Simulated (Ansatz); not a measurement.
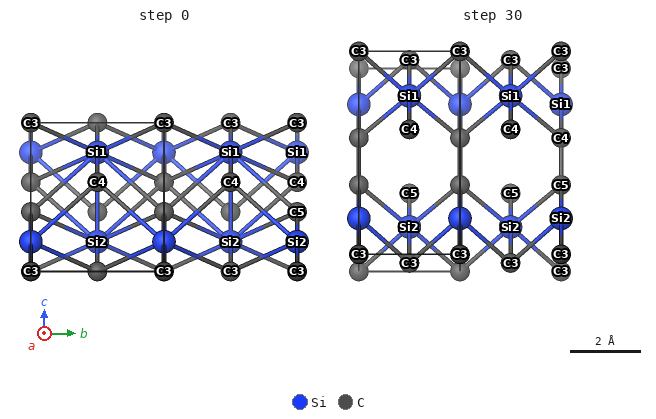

The structure of a crystal of Si2C3 (a generated structure, set up in C2/m) (coarse preliminary run) before (left) and after (right) a relaxation, at one scale.

A ball-and-stick model of the conventional cell (2 times the calculation's cell), repeated 1 × 2 × 1 with one cell outlined, seen along the a axis. Lengths and directions refer to the drawn axes.

All numbers below come from Ansatz 0.2.0, DFT PBE, scalar-relativistic, plane waves, PAW.

Input file:
```yaml
crystal:
  lattice:
    - [4.25356982, -1.90225425, 0.0]
    - [4.25356982, 1.90225425, 0.0]
    - [-4.25356982, 0.0, 4.25356982]
  atoms:
    - { symbol: Si, position: [0.2, 0.2, 0.6] }
    - { symbol: Si, position: [0.8, 0.8, 0.4] }
    - { symbol: C, position: [0.0, 0.0, 0.0] }
    - { symbol: C, position: [0.4, 0.4, 0.2] }
    - { symbol: C, position: [0.6, 0.6, 0.8] }
basis:
  ecutwfc: 420
kpoints:
  mp_grid: { grid: [6, 6, 6] }
hamiltonian:
  xc: pbe
scf:
  occupations: { method: gaussian, width: 0.1 }
  lower_state_search: "off"
output:
  forces: true
  stress: true
  eigenvalues: true
relax:
  adjacent_minimum: "off"
  f_tol: 0.04
  max_steps: 70
  cell: { stress_tol: 0.4 }
```

Run as
```bash
ansatz run input.yaml --threads 1 --pin off --max-ram 2560MiB --backend cpu --events-out ev --progress --plain --runs-dir out
```

Describe what moved and what it gained.

The largest moves relative to the cell, 0.67 Å, are those of C4 and C5. C5 goes roughly along −a. Largest moves by element: C 0.67 Å, Si 0.33 Å. Cell: a 8.507 → 5.006 Å (−41.2 %), b 3.805 → 2.890 Å (−24.0 %), c 6.015 → 6.221 Å (+3.4 %), β 135.0° → 105.6°. Volume −37.0 %. Among the contacts that change: Si1–Si1 4.660 → 2.890 Å, C4–C5 2.690 → 1.349 Å, Si1–Si2 2.690 → 3.967 Å, Si1–Si1 (another image) 3.805 → 2.890 Å. New bonds form: C4–C5 (2.69 → 1.35 Å). The space group (tolerance 0.01 Å) goes from C2/m (No. 12) to R-3m (No. 166). After 28 accepted moves (30 points after the start) the energy has fallen by 12.618 eV per cell of the calculation. The largest force component goes from 0.57 to 0.0043 eV/Å. Pressure: −23.20 GPa at the start and 0.04 GPa at the end. At 2 points the geometry stayed and the basis and grid were re-selected for the new cell (energy shift of 0.368 eV per cell of the calculation at most each time). The run took 3.1 min on 1 thread of Intel(R) Xeon(R) Processor @ 2.70GHz (shared host), peak memory 0.43 GiB.
